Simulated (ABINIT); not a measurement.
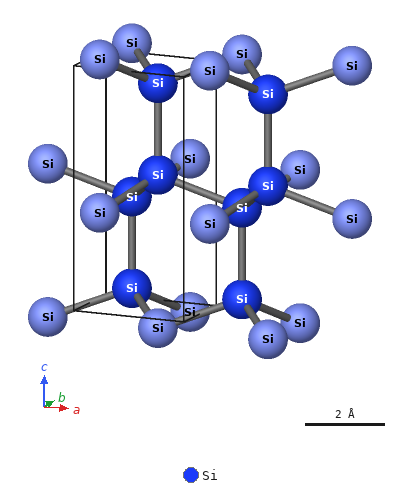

**Figure 1.** The structure as given in the input (ball-and-stick view of the cell of the calculation, repeated 2 × 1 × 1, seen slightly off an axis; neighbours outside the cell are drawn fainter). Near neighbours in the crystal (not all of them lie inside the picture): Si has 4 Si at 2.35 to 2.36 Å.

**Single-point calculation of Si**

System: Si (P6₃/mmc, 4 atoms in the cell).
Method: Kohn-Sham DFT of a periodic cell, PBEsol, PseudoDojo NC SR PBEsol v0.4.1 standard, no spin polarisation (ABINIT 10.8.3).

The structure derives from a Materials Project entry.

**What the program printed**
```
.Version 10.8.3 of ABINIT
 Symmetries : space group P6_3/m m c (#194); Bravais hP (primitive hexag.)
================================================================================
 Values of the parameters that define the memory need of the present run
     intxc =       0    ionmov =       0      iscf =       7    lmnmax =       6
     lnmax =       6     mgfft =      48  mpssoang =       3    mqgrid =    3001
     natom =       4  nloc_mem =       1    nspden =       1   nspinor =       1
    nsppol =       1      nsym =      24    n1xccc =    2501    ntypat =       1
    occopt =       3   xclevel =       2
       mpw =        1980          nfft =       43200          nkpt =          14
================================================================================
================================================================================

--------------------------------------------------------------------------------
------------- Echo of variables that govern the present computation ------------
--------------------------------------------------------------------------------
 -outvars: echo values of preprocessed input variables --------
            acell      7.2296673235E+00  7.2296673221E+00  1.1939335916E+01 Bohr
              amu      2.80855000E+01
          chkprim           0
      chksymtnons           0
             ecut      1.80000000E+01 Hartree
              ixc     -116133
         kptrlatt        6    0    0      0    6    0      0    0    3
          kptrlen      3.58180077E+01
            natom           4
            nband          12
            ngfft          30      30      48
             nkpt          14
            nstep         100
             nsym          24
           ntypat           1
           occopt           3
           prtden           0
        prtebands           0
           prteig           0
            prtwf           0
            rprim      1.0000000000E+00  0.0000000000E+00  0.0000000000E+00
                      -5.0000000140E-01  8.6602540300E-01  0.0000000000E+00
                       0.0000000000E+00  0.0000000000E+00  1.0000000000E+00
          spgroup         194
           tolsym      1.00000000E-06
           tolvrs      1.00000000E-10
           tsmear      1.83747000E-03 Hartree
            typat      1  1  1  1
           xangst      1.9128875920E+00  1.1044061659E+00  5.9206201044E+00
                      -3.3313050260E-09  2.2088123319E+00  2.7616078665E+00
                       1.9128875920E+00  1.1044061659E+00  3.5564166092E+00
                      -3.3313050260E-09  2.2088123319E+00  3.9740437132E-01
            xcart      3.6148336586E+00  2.0870251854E+00  1.1188350493E+01
                      -6.2952541409E-09  4.1740503707E+00  5.2186825349E+00
                       3.6148336586E+00  2.0870251854E+00  6.7206533810E+00
                      -6.2952541409E-09  4.1740503707E+00  7.5098542302E-01
             xred      6.6666666666E-01  3.3333333333E-01  9.3709990000E-01
                       3.3333333333E-01  6.6666666666E-01  4.3709990000E-01
                       6.6666666666E-01  3.3333333333E-01  5.6290010000E-01
                       3.3333333333E-01  6.6666666666E-01  6.2900099998E-02
            znucl       14.00000

================================================================================

 chkinp: Checking input parameters for consistency.

================================================================================
== DATASET  1 ==================================================================

--- !DatasetInfo
iteration_state: {dtset: 1, }
dimensions: {natom: 4, nkpt: 14, mband: 12, nsppol: 1, nspinor: 1, nspden: 1, mpw: 1980, }
cutoff_energies: {ecut:  18.0, pawecutdg:  -1.0, }
electrons: {nelect:   1.60000000E+01, charge:   0.00000000E+00, occopt:   3.00000000E+00, tsmear:   1.83747000E-03, }
meta: {optdriver: 0, ionmov: 0, optcell: 0, iscf: 7, paral_kgb: 0, }
...

 Real(R)+Recip(G) space primitive vectors, cartesian coordinates (Bohr,Bohr^-1):
 R(1)=  7.2296673  0.0000000  0.0000000  G(1)=  0.1383190  0.0798585  0.0000000
 R(2)= -3.6148337  6.2610756  0.0000000  G(2)=  0.0000000  0.1597170  0.0000000
 R(3)=  0.0000000  0.0000000 11.9393359  G(3)=  0.0000000  0.0000000  0.0837568
 Unit cell volume ucvol=  5.4043993E+02 bohr^3
 Angles (23,13,12)=  9.00000000E+01  9.00000000E+01  1.20000000E+02 degrees

 getcut: wavevector=  0.0000  0.0000  0.0000  ngfft=  30  30  48
         ecut(hartree)=     18.000   => boxcut(ratio)=   2.10504

--- Pseudopotential description ------------------------------------------------
- pspini: atom type   1  psp file is ./Si.upf
12 -116133 2 -1 1510                          pspcod,pspxc,lmax,lloc,mmax
     nproj     2     2     2

   5.03339942E+02                                ecore*ucvol(ha*bohr**3)
--------------------------------------------------------------------------------

================================================================================

--- !BeginCycle
iteration_state: {dtset: 1, }
solver: {iscf: 7, nstep: 100, nline: 4, wfoptalg: 0, }
tolerances: {tolvrs: 1.00E-10, }
...

     iter   Etot(hartree)      deltaE(h)  residm     vres2
 ETOT  1  -16.913148662633    -1.691E+01 1.046E-02 1.386E+01
 ETOT  2  -16.923072932509    -9.924E-03 7.901E-04 4.905E-01
 ETOT  3  -16.923189223571    -1.163E-04 1.229E-03 2.013E-02
 ETOT  4  -16.923191871750    -2.648E-06 3.447E-04 5.189E-04
 ETOT  5  -16.923191924658    -5.291E-08 2.925E-04 5.438E-06
 ETOT  6  -16.923191925273    -6.155E-10 4.586E-04 6.194E-08
 ETOT  7  -16.923191925283    -9.621E-12 2.938E-04 1.912E-09
 ETOT  8  -16.923191925283    -3.162E-13 3.698E-04 3.571E-11

 At SCF step    8       vres2   =  3.57E-11 < tolvrs=  1.00E-10 =>converged.

 Cartesian components of stress tensor (hartree/bohr^3)
  sigma(1 1)=  7.72646347E-07  sigma(3 2)=  0.00000000E+00
  sigma(2 2)=  7.72650138E-07  sigma(3 1)=  0.00000000E+00
  sigma(3 3)=  4.68014564E-07  sigma(2 1)=  2.59438169E-12

--- !ResultsGS
iteration_state: {dtset: 1, }
comment   : Summary of ground state results
lattice_vectors:
- [  7.2296673,   0.0000000,   0.0000000, ]
- [ -3.6148337,   6.2610756,   0.0000000, ]
- [  0.0000000,   0.0000000,  11.9393359, ]
lattice_lengths: [   7.22967,    7.22967,   11.93934, ]
lattice_angles: [ 90.000,  90.000, 120.000, ] # degrees, (23, 13, 12)
lattice_volume:   5.4043993E+02
convergence: {deltae: -3.162E-13, res2:  3.571E-11, residm:  3.698E-04, diffor: null, }
etotal    :  -1.69231919E+01
entropy   :   0.00000000E+00
fermie    :   1.83399750E-01
cartesian_stress_tensor: # hartree/bohr^3
- [  7.72646347E-07,   2.59438169E-12,   0.00000000E+00, ]
- [  2.59438169E-12,   7.72650138E-07,   0.00000000E+00, ]
- [  0.00000000E+00,   0.00000000E+00,   4.68014564E-07, ]
pressure_GPa:  -1.9745E-02
xred      :
- [  6.6667E-01,   3.3333E-01,   9.3710E-01, Si]
- [  3.3333E-01,   6.6667E-01,   4.3710E-01, Si]
- [  6.6667E-01,   3.3333E-01,   5.6290E-01, Si]
- [  3.3333E-01,   6.6667E-01,   6.2900E-02, Si]
cartesian_forces: # hartree/bohr
- [  1.43018443E-26,   2.47715211E-26,   2.03970954E-05, ]
- [ -4.76728144E-27,  -4.12858684E-26,   2.03970954E-05, ]
- [ -1.43018443E-26,   4.12858684E-26,  -2.03970954E-05, ]
- [  4.76728144E-27,  -2.47715210E-26,  -2.03970954E-05, ]
force_length_stats: {min:   2.03970954E-05, max:   2.03970954E-05, mean:   2.03970954E-05, }
...

 Integrated electronic density in atomic spheres:
 ------------------------------------------------
 Atom  Sphere_radius  Integrated_density
    1        2.00000          1.78102731
    2        2.00000          1.78102731
    3        2.00000          1.78102731
    4        2.00000          1.78102731
================================================================================

 ----iterations are completed or convergence reached----

 Mean square residual over all n,k,spin=   27.091E-07; max=  36.980E-05
 reduced coordinates (array xred) for    4 atoms
       0.666666666662      0.333333333327      0.937099899997
       0.333333333328      0.666666666660      0.437099899997
       0.666666666662      0.333333333327      0.562900099998
       0.333333333328      0.666666666660      0.062900099998
 rms dE/dt=  1.4060E-04; max dE/dt=  2.4353E-04; dE/dt below (all hartree)
    1      -0.000000000000     -0.000000000000     -0.000243527774
    2       0.000000000000      0.000000000000     -0.000243527774
    3       0.000000000000     -0.000000000000      0.000243527774
    4      -0.000000000000      0.000000000000      0.000243527774

 cartesian coordinates (angstrom) at end:
    1      1.91288759203600     1.10440616592056     5.92062010438172
    2     -0.00000000333131     2.20881233186166     2.76160786651984
    3      1.91288759203600     1.10440616592056     3.55641660917745
    4     -0.00000000333131     2.20881233186166     0.39740437131558

 cartesian forces (hartree/bohr) at end:
    1      0.00000000000000     0.00000000000000     0.00002039709542
    2     -0.00000000000000    -0.00000000000000     0.00002039709542
    3     -0.00000000000000     0.00000000000000    -0.00002039709542
    4      0.00000000000000    -0.00000000000000    -0.00002039709542
 frms,max,avg= 1.1776269E-05 2.0397095E-05   0.000E+00  0.000E+00  0.000E+00 h/b

 cartesian forces (eV/Angstrom) at end:
    1      0.00000000000000     0.00000000000000     0.00104886081787
    2     -0.00000000000000    -0.00000000000000     0.00104886081787
    3     -0.00000000000000     0.00000000000000    -0.00104886081787
    4      0.00000000000000    -0.00000000000000    -0.00104886081787
 frms,max,avg= 6.0556008E-04 1.0488608E-03   0.000E+00  0.000E+00  0.000E+00 e/A
 length scales=  7.229667323500  7.229667322100 11.939335915900 bohr
              =  3.825775187411  3.825775186670  6.318024475724 angstroms
 Fermi (or HOMO) energy (hartree) =   0.18340   Average Vxc (hartree)=  -0.34582
 Eigenvalues (hartree) for nkpt=  14  k points:
 kpt#   1, nband= 12, wtk=  0.00926, kpt=  0.0000  0.0000  0.0000 (reduced coord)
  -0.27214   -0.18706   -0.08933    0.12189    0.12189    0.16576    0.17853    0.17853
   0.21335    0.24977    0.24977    0.26318
      occupation numbers for kpt#   1
   2.00000    2.00000    2.00000    2.00000    2.00000    1.99986    1.86772    1.86772
   0.00000    0.00000    0.00000    0.00000
 prteigrs : prtvol=0 or 1, do not print more k-points.

--- !EnergyTerms
iteration_state     : {dtset: 1, }
comment             : Components of total free energy in Hartree
kinetic             :  6.12612881861777E+00
hartree             :  1.09915035012582E+00
xc                  : -6.15002715036955E+00
Ewald energy        : -1.67739038333752E+01
psp_core            :  9.31352244536300E-01
local_psp           : -4.63491535550875E+00
non_local_psp       :  2.47905855166635E+00
internal            : -1.69231563743073E+01
'-kT*entropy'       : -3.55509760116625E-05
total_energy        : -1.69231919252833E+01
total_energy_eV     : -4.60503511993750E+02
band_energy         : -2.86396105730417E-01
...

 Cartesian components of stress tensor (hartree/bohr^3)
  sigma(1 1)=  7.72646347E-07  sigma(3 2)=  0.00000000E+00
  sigma(2 2)=  7.72650138E-07  sigma(3 1)=  0.00000000E+00
  sigma(3 3)=  4.68014564E-07  sigma(2 1)=  2.59438169E-12

-Cartesian components of stress tensor (GPa)         [Pressure= -1.9745E-02 GPa]
- sigma(1 1)=  2.27320403E-02  sigma(3 2)=  0.00000000E+00
- sigma(2 2)=  2.27321519E-02  sigma(3 1)=  0.00000000E+00
- sigma(3 3)=  1.37694638E-02  sigma(2 1)=  7.63293446E-08

== END DATASET(S) ==============================================================
================================================================================

 -outvars: echo values of variables after computation  --------
            acell      7.2296673235E+00  7.2296673221E+00  1.1939335916E+01 Bohr
           etotal     -1.6923191925E+01
            fcart      1.4301844323E-26  2.4771521058E-26  2.0397095423E-05
                      -4.7672814411E-27 -4.1285868402E-26  2.0397095423E-05
                      -1.4301844323E-26  4.1285868373E-26 -2.0397095423E-05
                       4.7672814411E-27 -2.4771521030E-26 -2.0397095423E-05
            rprim      1.0000000000E+00  0.0000000000E+00  0.0000000000E+00
                      -5.0000000140E-01  8.6602540300E-01  0.0000000000E+00
                       0.0000000000E+00  0.0000000000E+00  1.0000000000E+00
           strten      7.7264634669E-07  7.7265013776E-07  4.6801456359E-07
                       0.0000000000E+00  0.0000000000E+00  2.5943816911E-12
           xangst      1.9128875920E+00  1.1044061659E+00  5.9206201044E+00
                      -3.3313050260E-09  2.2088123319E+00  2.7616078665E+00
                       1.9128875920E+00  1.1044061659E+00  3.5564166092E+00
                      -3.3313050260E-09  2.2088123319E+00  3.9740437132E-01
             xred      6.6666666666E-01  3.3333333333E-01  9.3709990000E-01
                       3.3333333333E-01  6.6666666666E-01  4.3709990000E-01
                       6.6666666666E-01  3.3333333333E-01  5.6290010000E-01
                       3.3333333333E-01  6.6666666666E-01  6.2900099998E-02
 Calculation completed.
```

This output came from the following input.

**The input**
```
# Pseudopotentials
pp_dirpath "./"
pseudos "Si.upf"

# Structure
acell 7.2296673235 7.2296673221 11.9393359159
rprim
     1.0000000000     0.0000000000     0.0000000000
    -0.5000000014     0.8660254030     0.0000000000
     0.0000000000     0.0000000000     1.0000000000
ntypat 1
znucl 14
natom 4
typat 1 1 1 1
xcart
     3.6148336947     2.0870251645    11.1883504928
    -0.0000000424     4.1740503916     5.2186825349
     3.6148336947     2.0870251645     6.7206533810
    -0.0000000424     4.1740503916     0.7509854230
chkprim 0
chksymtnons 0
tolsym 1.0e-6

# Plane-wave basis
ecut 18.0

# k points
kptopt 1
ngkpt 6 6 3
nshiftk 1
shiftk 0.0 0.0 0.0

# Exchange and correlation
ixc -116133

# Bands and occupations
nband 12
occopt 3
tsmear 0.00183747

# SCF cycle
nstep 100
tolvrs 1.0e-10

# Output
iomode 3
prtwf 0
prtden 0
prteig 0
prtebands 0
```

Run as:
```bash
abinit run.abi > log 2>&1
```

**Summary**

| quantity | value |
| --- | --- |
| outcome | converged |
| space group (tolerance 0.01 Å) | P6₃/mmc (194) |
| electrons treated | 16 |
| free energy | −460.5035 eV |
| Fermi energy | 4.991 eV |
| gap on the k-point mesh | 0.29 eV |
| pressure | −0.02 GPa |
| largest force (length of the vector) | 0.001 eV/Å |
| hardware | 1 thread of Intel Xeon (Granite Rapids), 32 GiB of memory available, shared host |
| wall time | 5.8 s |
| peak memory | 0.07 GiB |
